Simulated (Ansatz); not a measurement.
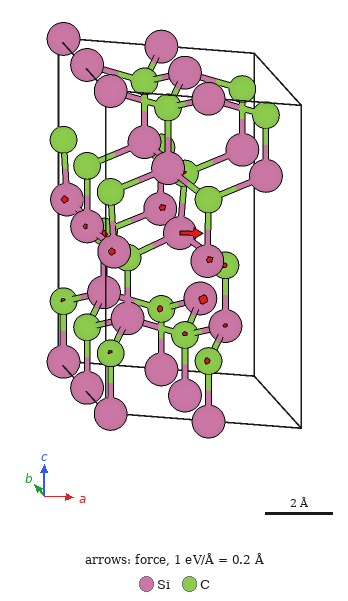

Starting geometry of a defect cell of composition Si₁₆C₁₅ with the computed forces as red arrows. A ball-and-stick model of the cell of the calculation (origin shifted), seen slightly off an axis.

Case: C vacancy (site b), charge +0, atoms relaxed at the host's cell.

The calculation used DFT r2SCAN, scalar-relativistic, plane waves, PAW in Ansatz.

The input:
```yaml
crystal:
  lattice:
    - [6.1551186199, -5.8e-09, 0.0]
    - [-3.077559315, -5.3304890853, 0.0]
    - [0.0, 0.0, -10.0767692094]
  atoms:
    - { symbol: Si, position: [0.1612669436, 0.3433088495, 0.0649950358] }
    - { symbol: Si, position: [0.6666666667, 0.3333333333, 0.0621623809] }
    - { symbol: Si, position: [0.1666666667, 0.8333333333, 0.0621623809] }
    - { symbol: Si, position: [0.6666666667, 0.8333333333, 0.0621623809] }
    - { symbol: Si, position: [0.8333333333, 0.1666666667, 0.5621623809] }
    - { symbol: Si, position: [0.3333333333, 0.1666666667, 0.5621623809] }
    - { symbol: Si, position: [0.8333333333, 0.6666666667, 0.5621623809] }
    - { symbol: Si, position: [0.3333333333, 0.6666666667, 0.5621623809] }
    - { symbol: Si, position: [-0.0258178819, 9.32518e-05, 0.314009995] }
    - { symbol: Si, position: [0.5, 0.0, 0.3121068174] }
    - { symbol: Si, position: [-0.0070061413, 0.4964498267, 0.3095997596] }
    - { symbol: Si, position: [0.5186636767, 0.5032200384, 0.3149920584] }
    - { symbol: Si, position: [0.0, 0.5, 0.8121068174] }
    - { symbol: Si, position: [0.5, 0.5, 0.8121068174] }
    - { symbol: Si, position: [0.0, 1.0, 0.8121068174] }
    - { symbol: Si, position: [0.5, 1.0, 0.8121068174] }
    - { symbol: C, position: [0.6666666667, 0.3333333333, 0.2501959953] }
    - { symbol: C, position: [0.1666666667, 0.8333333333, 0.2501959953] }
    - { symbol: C, position: [0.6666666667, 0.8333333333, 0.2501959953] }
    - { symbol: C, position: [0.8333333333, 0.1666666667, 0.7501959953] }
    - { symbol: C, position: [0.3333333333, 0.1666666667, 0.7501959953] }
    - { symbol: C, position: [0.8333333333, 0.6666666667, 0.7501959953] }
    - { symbol: C, position: [0.3333333333, 0.6666666667, 0.7501959953] }
    - { symbol: C, position: [0.5, 0.0, 0.4995358063] }
    - { symbol: C, position: [0.0, 0.0, 0.4995358063] }
    - { symbol: C, position: [0.5, 0.5, 0.4995358063] }
    - { symbol: C, position: [0.0, 0.5, 0.4995358063] }
    - { symbol: C, position: [0.5, 0.5, 0.9995358063] }
    - { symbol: C, position: [0.0, 0.5, 0.9995358063] }
    - { symbol: C, position: [0.5, 1.0, 0.9995358063] }
    - { symbol: C, position: [0.0, 1.0, 0.9995358063] }
  host:
    lattice:
      - [3.07755931, -2.9e-09, 0.0]
      - [-1.5387796525, 2.6652445455, 0.0]
      - [0.0, 0.0, 10.0767692094]
    atoms:
      - { symbol: Si, position: [0.6666666667, 0.3333333333, 0.9378376191] }
      - { symbol: Si, position: [0.3333333333, 0.6666666667, 0.4378376191] }
      - { symbol: Si, position: [0.0, 0.0, 0.6878931826] }
      - { symbol: Si, position: [0.0, 0.0, 0.1878931826] }
      - { symbol: C, position: [0.6666666667, 0.3333333333, 0.7498040047] }
      - { symbol: C, position: [0.3333333333, 0.6666666667, 0.2498040047] }
      - { symbol: C, position: [0.0, 0.0, 0.5004641937] }
      - { symbol: C, position: [0.0, 0.0, 0.0004641937] }
basis:
  ecutwfc: 500
  xc_grid: 3
kpoints:
  mp_grid: { grid: [2, 2, 2], shift: [0.0, 0.0, 0.0] }
hamiltonian:
  xc: r2scan
scf:
  occupations: { method: gaussian, width: 0.01 }
output:
  forces: true
  stress: false
  eigenvalues: true
  charged_corrections:
    defect_position: [0.16666667, 0.33333333, 0.250196]
    epsilon: [[9.7536, 0.0, 0.0], [0.0, 9.7536, 0.0], [0.0, 0.0, 10.372]]
  write_density: true
  write_potential: true
  elf: true
  volumetric_format: npy
relax:
  adjacent_minimum: "off"
  f_tol: 0.025
  max_steps: 45
```

Run as
```bash
ansatz run input.yaml --threads 8 --pin off --max-ram 20480MiB --backend cpu --events-out ev --progress --plain --runs-dir out
```

Is this structure relaxed? If not, where do the atoms go?

It isn't relaxed: the largest force vector, on Si9, is 3.67 eV/Å. The final displacements follow the starting forces only in part (cosine between the two patterns 0.81). Si9 moves most: 0.16 Å roughly along +a. By element the largest moves are Si 0.16 Å, C 0.03 Å. The cell doesn't change. Some distances before and after: Si9–C18 2.022 → 1.885 Å, Si9–C19 1.763 → 1.885 Å, Si12–C17 1.817 → 1.885 Å, Si1–C31 1.946 → 1.885 Å. Bond angles that change, for instance: C18–Si9–C25 104.2° → 110.0°, C19–Si9–C25 115.5° → 110.0°, Si5–C25–Si9 105.3° → 109.9°. The energy falls by 0.473 eV per cell of the calculation in 3 accepted moves (4 points after the start). The largest force component goes from 3.6 to 0.021 eV/Å. 1 step only repeated the SCF at the same geometry. Cost: 17 s on 8 threads of Intel(R) Xeon(R) Platinum 8488C (Sapphire Rapids), on a shared host, peak memory 2.2 GiB.

Limits of the set-up: the periodic images lie only 6.2 Å apart, so the values are limited by the cell's size.
